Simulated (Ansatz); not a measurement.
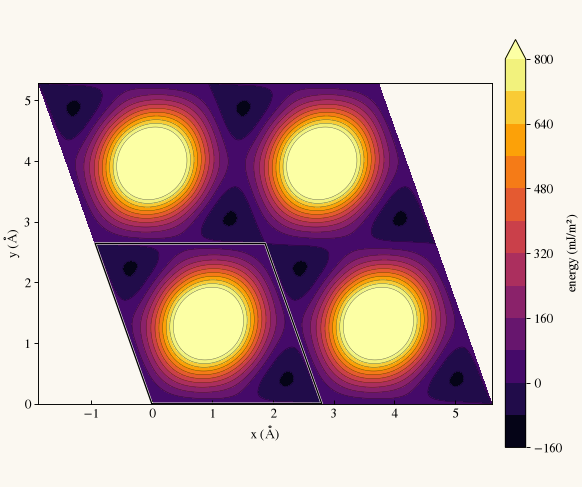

Energy landscape of Al (Im-3m, No. 229; 4 atoms in the cell). 
- Gamma surface: rigid slide across a plane, one fault a cell; the plane is (0 1 1) of the conventional cell.
- Places are given modulo a cell vector. The map is drawn in real space over the plane of the slide.
- Nothing is relaxed (rigid halves, spacing across the cut fixed).
- The grid has 10 × 10 points; 31 points were computed and 69 follow by symmetry.
- All energies are given in mJ/m² relative to the perfect crystal.
- Computed with Ansatz 0.2.0, DFT PBE, scalar-relativistic, plane waves, PAW. Settings: cutoff 420 eV, k-mesh 16×16×5 in the order of the run's cell vectors, gaussian smearing 0.15 eV, no spin polarisation.

Drawn: filled contours, the outline of one cell of the 2 × 2 shown, one colour for all values above the top of the scale. Between grid points the surface is interpolated. 

Question: What does the map say about the system?

Answer: The lowest grid point is at (1/10, 8/10) of the cell vectors, −76 mJ/m² from the perfect crystal. The reference structure, at (0/10, 0/10) of the cell vectors, is a saddle of this map. The highest grid point, (5/10, 5/10) of the cell vectors, lies 1347 mJ/m² above the lowest.

Grid values (mJ/m²):

| slide along a2 ↓, slide along a1 → | 0/10 | 1/10 | 2/10 | 3/10 | 4/10 | 5/10 | 6/10 | 7/10 | 8/10 | 9/10 |
| --- | --- | --- | --- | --- | --- | --- | --- | --- | --- | --- |
| 9/10 | 6 | −59 | −76 | −31 | 60 | 158 | 219 | 229 | 185 | 98 |
| 8/10 | 16 | −76 | −56 | 69 | 264 | 446 | 540 | 514 | 377 | 185 |
| 7/10 | 26 | −31 | 69 | 315 | 603 | 823 | 887 | 767 | 514 | 229 |
| 6/10 | 40 | 60 | 264 | 603 | 944 | 1145 | 1123 | 887 | 540 | 219 |
| 5/10 | 53 | 158 | 446 | 823 | 1145 | 1272 | 1145 | 823 | 446 | 158 |
| 4/10 | 40 | 219 | 540 | 887 | 1123 | 1145 | 944 | 603 | 264 | 60 |
| 3/10 | 26 | 229 | 514 | 767 | 887 | 823 | 603 | 315 | 69 | −31 |
| 2/10 | 16 | 185 | 377 | 514 | 540 | 446 | 264 | 69 | −56 | −76 |
| 1/10 | 6 | 98 | 185 | 229 | 219 | 158 | 60 | −31 | −76 | −59 |
| 0/10 | 0 | 6 | 16 | 26 | 40 | 53 | 40 | 26 | 16 | 6 |

Time for the 31 points that were run: 15 min on 2 threads of Arm Neoverse N1, with other jobs on the host.

PAW datasets: the set soft_1.
